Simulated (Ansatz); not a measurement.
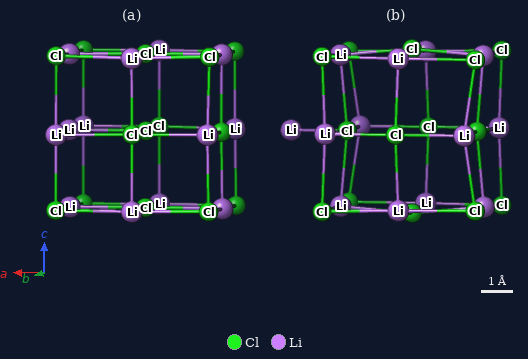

The structure of a defect cell of composition Cl32Li32 before (left) and after (right) a relaxation, at one scale.

Style: ball-and-stick. Shown: the atoms within 5.0 Å of the atom that moves most (axes of the cell of the calculation (origin shifted)), from a free direction.

Method: DFT, PBEsol, PAW, plane waves in Ansatz. (plane-wave cutoff 420 eV; k-point mesh 1 × 1 × 1; mesh shifted by (0.25, 0.25, 0.25); no spin polarisation; atoms relaxed in a fixed cell; force threshold 0.03 eV/Å; at most 80 steps)

Q: Summarise the run.

A: The atom that moves furthest is a Cl atom (2.09 Å along +a). Largest moves by element: Cl 2.09 Å, Li 1.70 Å. The cell doesn't change. Some distances before and after: Cl–Cl 2.520 → 4.335 Å, Li–Li 2.554 → 3.673 Å, Cl–Li 3.594 → 2.511 Å, Cl–Li 3.579 → 2.497 Å. New bonds form: Cl–Li (3.55 → 2.68 Å), Cl–Li (3.58 → 2.50 Å), Cl–Li (3.59 → 2.51 Å). Over 16 geometry steps the energy falls by 8.984 eV per cell of the calculation. The largest force component goes from 3.9 to 0.007 eV/Å. Cost: 110 s on 7 threads of Arm Neoverse-V2, peak memory 1.7 GiB.
